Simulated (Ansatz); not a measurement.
**Two runs on WSe**

System: WSe (Pm-3m, 2 atoms in the cell).
Method of the first run: DFT PBE+U, scalar-relativistic, plane waves, PAW, Ueff = 6.2 eV on W d, spin-polarised (Ansatz 0.2.0).

The structure was built on a prototype by a generator; it need not be a known phase. Text and figures count atoms from 1; the logs count them from 0 in places.

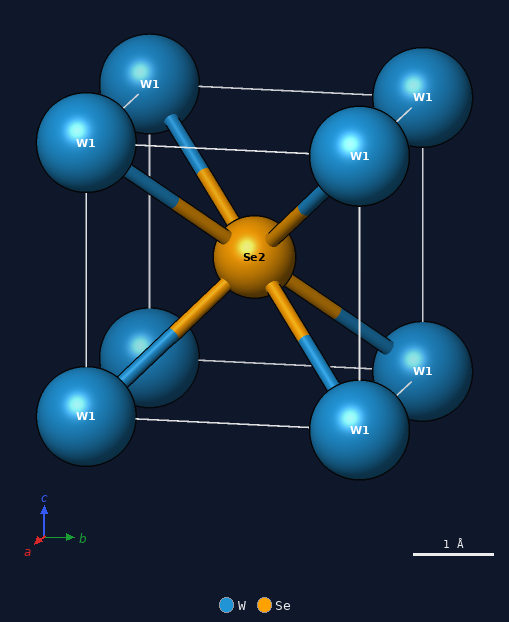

The structure (ball-and-stick view of the cell of the calculation, seen slightly off an axis; atoms are numbered from 1 in the order of the input). An atom can appear more than once, as a periodic image.

## The input, the first run
```yaml
crystal:
  lattice:
    - [3.5486714783, 0.0, 0.0]
    - [0.0, 3.5486714783, 0.0]
    - [0.0, 0.0, 3.5486714783]
  atoms:
    - { symbol: W, position: [0.0, 0.0, 0.0], spin: 1.0 }
    - { symbol: Se, position: [0.5, 0.5, 0.5] }
basis:
  ecutwfc: 420
kpoints:
  mp_grid: { grid: [12, 12, 12] }
hamiltonian:
  xc: pbe
  hubbard: { sites: [{ species: W, l: d, u_eff: 6.2 }] }
scf:
  occupations: { method: gaussian, width: 0.1 }
output:
  forces: true
  stress: true
  eigenvalues: true
  populations: true
magnetization:
  spin_polarized: true
```

Command:
```bash
ansatz run input.yaml --threads 1 --pin off --max-ram 2560MiB --backend cpu --events-out ev --progress --plain --runs-dir out
```

Hardware: 1 thread of Intel Xeon @ 2.50GHz (Skylake/Cascade Lake), 192 GiB of memory available, shared host.

## Output, shortened to warnings, some set-up lines, iterations and results (the first run)
```
Basis set: ecut = 420 eV, 895 PW (Γ), exchange–correlation on 48×48×48 points (8 copies of the dense FFT grid, shifted against one another)
Symmetry: 48 space group operations
k-points: 84 of 1728
Initial density: superposition of atomic densities (chi_scale 0.1, normalization cell)
[...]
SCF iter   1: F=—  HF=-15843.930437 eV  |F-HF|=—  |Δ(HF+E_count)|=         —  Δρ=3.31e-2 (↑1.76e-2 ↓3.31e-2)  dr2=7.64e-1  dr2_m=1.95e-1  M=1.900 μB ∫|m|=2.023 μB  β_m=1.00  …
SCF iter   2: F=—  HF=-15844.561852 eV  |F-HF|=—  |Δ(HF+E_count)|=   6.31e-1  Δρ=1.77e-2 (↑9.76e-3 ↓1.77e-2)  dr2=1.32e-1  dr2_m=6.22e-2  M=2.298 μB ∫|m|=2.689 μB  β_m=1.00  …
SCF iter   3: F=—  HF=-15845.035540 eV  |F-HF|=—  |Δ(HF+E_count)|=   4.74e-1  Δρ=1.18e-2 (↑1.18e-2 ↓1.03e-2)  dr2=1.54e-2  dr2_m=4.40e-2  M=2.644 μB ∫|m|=3.225 μB  β_m=1.00  …
SCF iter   4: F=—  HF=-15845.490479 eV  |F-HF|=—  |Δ(HF+E_count)|=   4.55e-1  Δρ=1.88e-2 (↑1.88e-2 ↓1.43e-2)  dr2=3.38e-2  dr2_m=1.08e-1  M=3.316 μB ∫|m|=3.955 μB  β_m=1.00  …
SCF iter   5: F=—  HF=-15846.205190 eV  |F-HF|=—  |Δ(HF+E_count)|=   7.15e-1  Δρ=1.76e-2 (↑1.76e-2 ↓9.52e-3)  dr2=9.92e-2  dr2_m=6.55e-2  M=3.813 μB ∫|m|=4.529 μB  β_m=1.00  …
[... 8 lines ...]
SCF iter  14: F=—  HF=-15847.427526 eV  |F-HF|=—  |Δ(HF+E_count)|=   1.01e-5  Δρ=7.61e-5 (↑6.07e-5 ↓7.61e-5)  dr2=5.04e-6  dr2_m=8.13e-7  M=3.999 μB ∫|m|=4.965 μB  β_m=0.91  …
SCF iter  15: F=—  HF=-15847.427529 eV  |F-HF|=—  |Δ(HF+E_count)|=   2.95e-6  Δρ=2.58e-5 (↑2.57e-5 ↓2.58e-5)  dr2=7.80e-7  dr2_m=8.30e-8  M=3.999 μB ∫|m|=4.965 μB  β_m=0.93  …
SCF iter  16: F=—  HF=-15847.427530 eV  |F-HF|=—  |Δ(HF+E_count)|=   1.40e-7  Δρ=7.13e-6 (↑7.05e-6 ↓7.13e-6)  dr2=6.23e-8  dr2_m=4.37e-9  M=3.999 μB ∫|m|=4.965 μB  β_m=0.83  …
SCF iter  17: F=-15847.427529 eV  HF=-15847.427530 eV  |F-HF|=2.26e-9  |Δ(HF+E_count)|=   8.28e-8  Δρ=2.93e-6 (↑2.93e-6 ↓2.77e-6)  dr2=1.42e-8  dr2_m=5.15e-10  M=3.999 μB …
SCF 1 converged in 17 iterations: F = -15847.427529 eV  dr2 = 1.42e-8
SCF converged after 17 iterations
Magnetization: 3.9994 μB (16.9997 up, 13.0003 down)
Absolute magnetization: 4.9399 μB (∫|ρ↑−ρ↓|, with the PAW one-centre terms)
Spin contamination: 0.3703 ħ² per cell (⟨S²⟩ above its minimum at these occupations)
Per-site moments (μB) at R_I (Å): [(3.5595675790567576, 1.2677113555808948), (-0.44774217288609786, 1.2677113555808948)]
Free energy (F): -15847.427529 eV
Harris-Foulkes:  -15847.427530 eV  (|F-HF|=2.26e-9)
Internal energy: -15847.425359 eV  (E = F + TS)
E sigma→0 (E₀):  -15847.426444 eV
Entropy (-TS):   -0.002170 eV (-1.085 meV/atom)
Fermi energy:    12.984992 eV
--- Per-component energies (eV) ---
  E_band       = -529.895867
  E_kinetic    = 570.470126
  E_local      = -3052.835804  (includes V_loc(G=0)·N_el)
  E_nonlocal   = -588.849781
  E_hartree    = 1398.694856
  E_xc         = -369.236040
  E_vxc        = -334.540471  (∫ρ·V_xc dr)
  E_hubbard    = 1.938526  (on-site DFT+U / exact-exchange correction)
  E_vhub       = -11.050781  (the Hubbard potential's part of the band-sum identity)
  E_paw        = -10476.744692  (= ΣΔE_a)
  E_vpaw       = 89.524663  (= ΣTr[D̂ρ^β])
  E_aug_tail   = -0.000665  (compensation charges beyond the density's cutoff)
  E_ewald      = -3330.861885
  E_smearing   = -0.002170  (= −TS)
  E_closure    = -0.000000  (closes the sum)
  Σ components = -15847.427529   (vs F -15847.427529, Δ=0.00e0)
--- Forces (eV/Å), atoms counted from 1 ---
  atom   1  W     -0.00000000    -0.00000000     0.00000000
  atom   2  Se     0.00000000    -0.00000000     0.00000000
  max |Σ_I F_I| component: 7.97e-31 eV/Å
--- Stress (GPa, compression-positive) ---
        0.034381      -0.000000       0.000000
       -0.000000       0.034381      -0.000000
        0.000000      -0.000000       0.034381
  P = ⅓ Tr σ = 0.0344 GPa (0.344 kbar)
Occupation matrices written to [file]
--- Löwdin populations: 2 sites ---
  site symbol       q [e]    m [muB]
     0      W     13.4313     4.5136
     1     Se     16.4298    -0.6083
  spilling = 0.004630 (of n_electrons = 30.000000)
```

For the second run the input was changed thus:
```diff
-    - { symbol: W, position: [0.0, 0.0, 0.0], spin: 1.0 }
+    - { symbol: W, position: [0.0, 0.0, 0.0], spin: 0.5 }
```

What does this change do to the results?

The energy is the same within 0.01 meV per atom. The number of SCF iterations is the same.

## Output, shortened to warnings, some set-up lines, iterations and results (the second run)
```
Basis set: ecut = 420 eV, 895 PW (Γ), exchange–correlation on 48×48×48 points (8 copies of the dense FFT grid, shifted against one another)
Symmetry: 48 space group operations
k-points: 84 of 1728
Initial density: superposition of atomic densities (chi_scale 0.1, normalization cell)
[...]
SCF iter   1: F=—  HF=-15843.529011 eV  |F-HF|=—  |Δ(HF+E_count)|=         —  Δρ=3.39e-2 (↑1.35e-2 ↓3.39e-2)  dr2=9.73e-1  dr2_m=1.49e-1  M=1.445 μB ∫|m|=1.458 μB  β_m=1.00  …
SCF iter   2: F=—  HF=-15844.063952 eV  |F-HF|=—  |Δ(HF+E_count)|=   5.35e-1  Δρ=2.04e-2 (↑9.41e-3 ↓2.04e-2)  dr2=2.12e-1  dr2_m=7.01e-2  M=1.858 μB ∫|m|=2.091 μB  β_m=1.00  …
SCF iter   3: F=—  HF=-15844.583657 eV  |F-HF|=—  |Δ(HF+E_count)|=   5.20e-1  Δρ=1.16e-2 (↑1.16e-2 ↓9.55e-3)  dr2=2.23e-2  dr2_m=3.90e-2  M=2.113 μB ∫|m|=2.597 μB  β_m=1.00  …
SCF iter   4: F=—  HF=-15845.008942 eV  |F-HF|=—  |Δ(HF+E_count)|=   4.25e-1  Δρ=6.73e-3 (↑6.73e-3 ↓5.33e-3)  dr2=2.69e-3  dr2_m=1.44e-2  M=2.270 μB ∫|m|=2.934 μB  β_m=1.00  …
SCF iter   5: F=—  HF=-15845.298141 eV  |F-HF|=—  |Δ(HF+E_count)|=   2.89e-1  Δρ=7.54e-3 (↑7.54e-3 ↓4.35e-3)  dr2=1.51e-2  dr2_m=1.30e-2  M=2.456 μB ∫|m|=3.229 μB  β_m=1.00  …
[... 8 lines ...]
SCF iter  14: F=—  HF=-15847.427487 eV  |F-HF|=—  |Δ(HF+E_count)|=   3.51e-4  Δρ=2.07e-4 (↑1.74e-4 ↓2.07e-4)  dr2=3.00e-5  dr2_m=6.56e-6  M=3.999 μB ∫|m|=4.962 μB  β_m=0.82  …
SCF iter  15: F=—  HF=-15847.427521 eV  |F-HF|=—  |Δ(HF+E_count)|=   3.37e-5  Δρ=9.47e-5 (↑7.72e-5 ↓9.47e-5)  dr2=8.92e-6  dr2_m=1.13e-6  M=3.999 μB ∫|m|=4.964 μB  β_m=0.82  …
SCF iter  16: F=—  HF=-15847.427528 eV  |F-HF|=—  |Δ(HF+E_count)|=   7.30e-6  Δρ=2.74e-5 (↑2.74e-5 ↓2.40e-5)  dr2=6.43e-7  dr2_m=7.34e-8  M=3.999 μB ∫|m|=4.965 μB  β_m=0.91  …
SCF iter  17: F=-15847.427529 eV  HF=-15847.427529 eV  |F-HF|=5.08e-8  |Δ(HF+E_count)|=   1.14e-6  Δρ=5.25e-6 (↑4.83e-6 ↓5.25e-6)  dr2=2.75e-8  dr2_m=2.05e-9  M=3.999 μB …
SCF 1 converged in 17 iterations: F = -15847.427529 eV  dr2 = 2.75e-8
SCF converged after 17 iterations
Magnetization: 3.9994 μB (16.9997 up, 13.0003 down)
Absolute magnetization: 4.9399 μB (∫|ρ↑−ρ↓|, with the PAW one-centre terms)
Spin contamination: 0.3703 ħ² per cell (⟨S²⟩ above its minimum at these occupations)
Per-site moments (μB) at R_I (Å): [(3.5595447565484024, 1.2677113555808948), (-0.4477151776249274, 1.2677113555808948)]
Free energy (F): -15847.427529 eV
Harris-Foulkes:  -15847.427529 eV  (|F-HF|=5.08e-8)
Internal energy: -15847.425359 eV  (E = F + TS)
E sigma→0 (E₀):  -15847.426444 eV
Entropy (-TS):   -0.002170 eV (-1.085 meV/atom)
Fermi energy:    12.984997 eV
--- Per-component energies (eV) ---
  E_band       = -529.894320
  E_kinetic    = 570.469663
  E_local      = -3052.835275  (includes V_loc(G=0)·N_el)
  E_nonlocal   = -588.851236
  E_hartree    = 1398.694697
  E_xc         = -369.235949
  E_vxc        = -334.540355  (∫ρ·V_xc dr)
  E_hubbard    = 1.938566  (on-site DFT+U / exact-exchange correction)
  E_vhub       = -11.050605  (the Hubbard potential's part of the band-sum identity)
  E_paw        = -10476.743275  (= ΣΔE_a)
  E_vpaw       = 89.524474  (= ΣTr[D̂ρ^β])
  E_aug_tail   = -0.000665  (compensation charges beyond the density's cutoff)
  E_ewald      = -3330.861885
  E_smearing   = -0.002170  (= −TS)
  E_closure    = 0.000000  (closes the sum)
  Σ components = -15847.427529   (vs F -15847.427529, Δ=0.00e0)
--- Forces (eV/Å), atoms counted from 1 ---
  atom   1  W     -0.00000000    -0.00000000    -0.00000000
  atom   2  Se     0.00000000    -0.00000000     0.00000000
  max |Σ_I F_I| component: 4.11e-31 eV/Å
--- Stress (GPa, compression-positive) ---
        0.034054      -0.000000       0.000000
        0.000000       0.034054      -0.000000
        0.000000      -0.000000       0.034054
  P = ⅓ Tr σ = 0.0341 GPa (0.341 kbar)
Occupation matrices written to [file]
--- Löwdin populations: 2 sites ---
  site symbol       q [e]    m [muB]
     0      W     13.4313     4.5136
     1     Se     16.4298    -0.6082
  spilling = 0.004630 (of n_electrons = 30.000000)
```

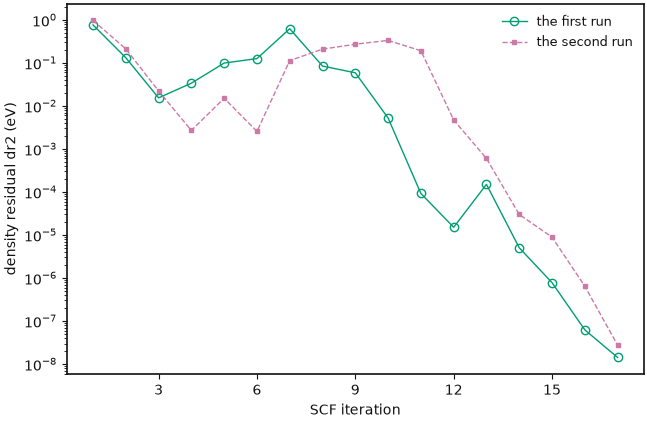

Convergence of the two runs: density residual dr2 against the SCF iteration. The first run takes 17 iterations in all, and the second run takes 17.

## The two runs side by side

| quantity | the first run | the second run |
| --- | --- | --- |
| outcome | converged | converged |
| free energy per atom (eV) | −7923.7138 | −7923.7138 |
| energy per atom, smearing taken to zero (eV) | −7923.7132 | −7923.7132 |
| gap on the mesh (eV) | 0.00 | 0.00 |
| net moment of the cell (μB) | 4.00 | 4.00 |
| absolute moment of the cell (μB) | 4.94 | 4.94 |
| pressure (GPa) | 0.03 | 0.03 |
| largest force (eV/Å) | 0.000 | 0.000 |
| SCF iterations | 17 | 17 |
| irreducible k-points | 84 | 84 |
| plane waves at Γ | 895 | 895 |
| wall time (shared host) | 25 s | 24 s |

For both runs: The electronic state found may not be the lowest one. Spin–orbit coupling is left out, which matters for W.
